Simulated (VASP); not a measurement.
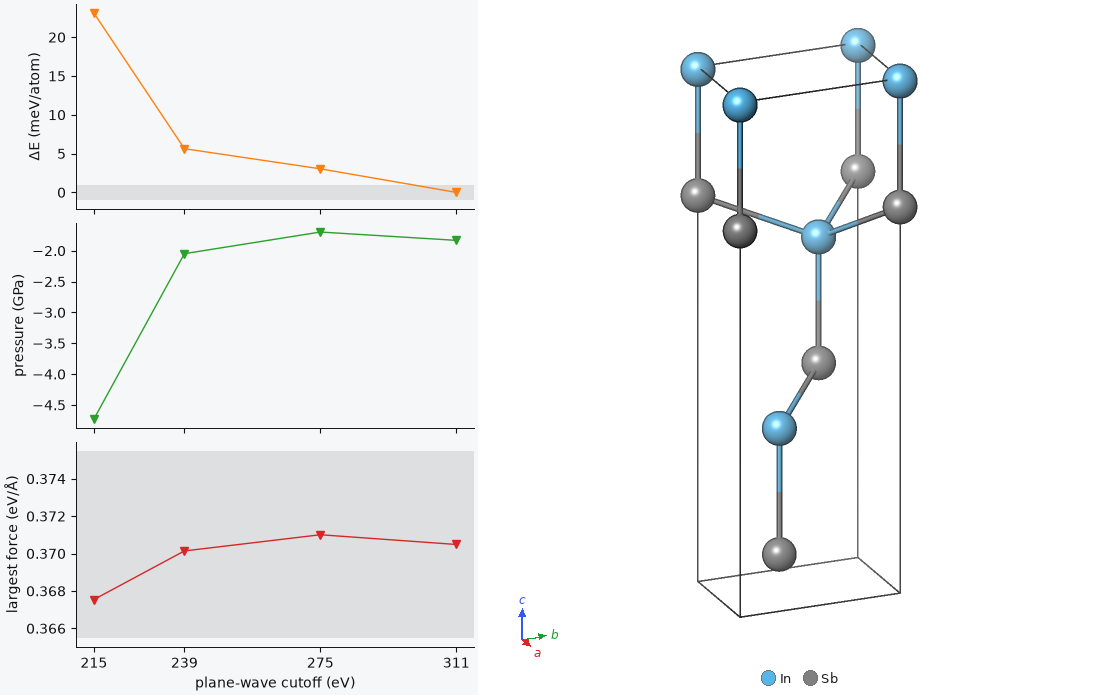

Beside the plot: the structure in its conventional cell.

One cell, run at 4 values of the plane-wave cutoff (density cutoff scaled with it).
- system: InSb (R3m, 2 atoms in the cell)
- method: HSE06, plane waves, standard recommended PAW potentials in VASP 6.6.1; 4×4×4 k-mesh, Fermi–Dirac smearing of 0.05 eV
ΔE is the free energy less its value at the largest setting, 311 eV.
Dashed lines or grey bands mark the tolerance: 1 meV/atom and 0.005 eV/Å.
The atoms sit off their equilibrium sites.

### What is enough for the free energy to 1 meV/atom?

The free energy at the last setting but one, 275.1 eV, is still more than 1 meV/atom from the largest setting's value, so the scan doesn't show it converged. It is off by +23 meV/atom at 215.3 eV, +5.6 meV/atom at 239.2 eV and +3 meV/atom at 275.1 eV. The smaller bases give higher energies, which fall towards the limit as the basis grows.

### How does the pressure behave (tolerance 0.1 GPa)?

The pressure at the last setting but one, 275.1 eV, is still more than 0.1 GPa from the largest setting's value, so the scan doesn't show it converged. It is −4.7 GPa at 215.3 eV, −2.0 GPa at 239.2 eV, −1.7 GPa at 275.1 eV and −1.8 GPa at 311 eV.

### How does the largest force behave (tolerance 0.005 eV/Å)?

The largest force is within 0.005 eV/Å of the largest setting's value at every setting shown, 215.3 eV included. The largest deviation is 0.003 eV/Å.
